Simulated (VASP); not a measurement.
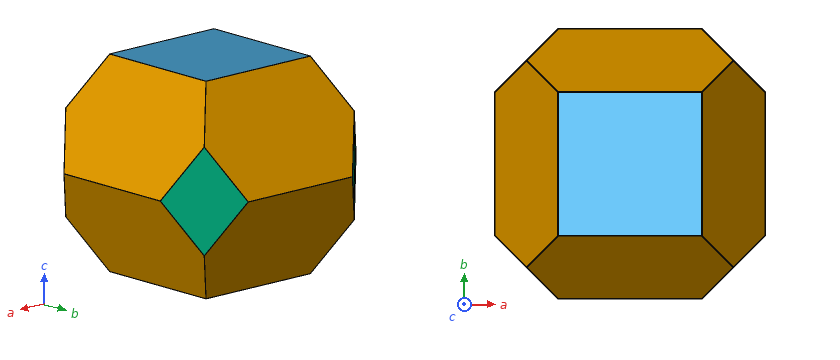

Two views of one computed crystal shape (BFDH rule; symmetry-equivalent faces share a colour; the right view looks down the c axis). A face and its opposite count as equivalent. Forms under 0.4 % of the area are left out.

**What symmetry does this shape have?**

Tetragonal, Laue class 4/mmm. A BFDH shape is always centrosymmetric and shows few forms, so it can't tell the point group within that class, and the other Laue class of the same system could look alike. It was computed for Sb in I4/mmm, with forms {101}, {002} and {110}.

Origin: the end point of a relaxation with VASP Kohn-Sham DFT of a periodic cell, r2SCAN, VASP PAW PBE potentials, recommended (VASP 6.6.1).
